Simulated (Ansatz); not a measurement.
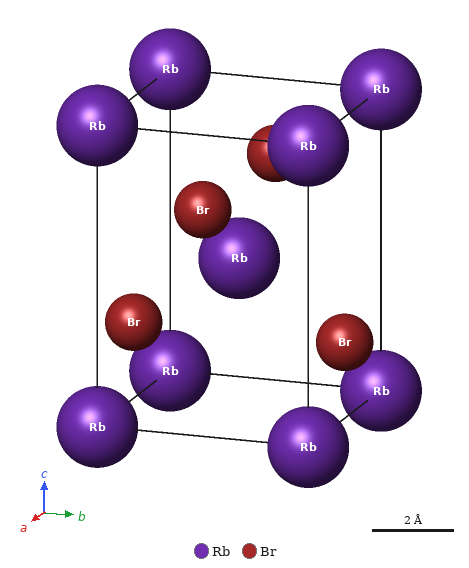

An orthographic spheres-only view of the structure, slightly off an axis. The wireframe shows the conventional unit cell.

RbBr, space group Imm2 (No. 44), a = 5.419 Å, b = 5.526 Å, c = 7.739 Å, α = 90.00°, β = 90.00°, γ = 90.00°. Source of the structure: a structure type filled with these elements by a generator (whether the compound takes this form wasn't checked). The cell was then strained or its atoms displaced on purpose. It was the input of a calculation with Ansatz.

This one geometry was computed with Ansatz (DFT, plane waves, PAW) at three levels of theory: HSE06, r2SCAN and PBE. It was relaxed with r2SCAN and then strained.

Q: How does the band gap change with the level of theory?

A: PBE: a gap of 4.06 eV, indirect; r2SCAN: a gap of 4.64 eV, indirect; HSE06: a gap of 5.16 eV, indirect.

Q: Collect the results in a table.

A:
| level | cutoff (eV) | k-mesh of the run's cell | gap (eV) | pressure (GPa) |
| --- | --- | --- | --- | --- |
| HSE06 | 420 | 4×4×4 | 5.16 | 0.1 |
| r2SCAN | 500 | 6×6×6 | 4.64 | 0.0 |
| PBE | 420 | 6×6×6 | 4.06 | 0.2 |

Gaps are taken on the k-mesh or band path of each run.
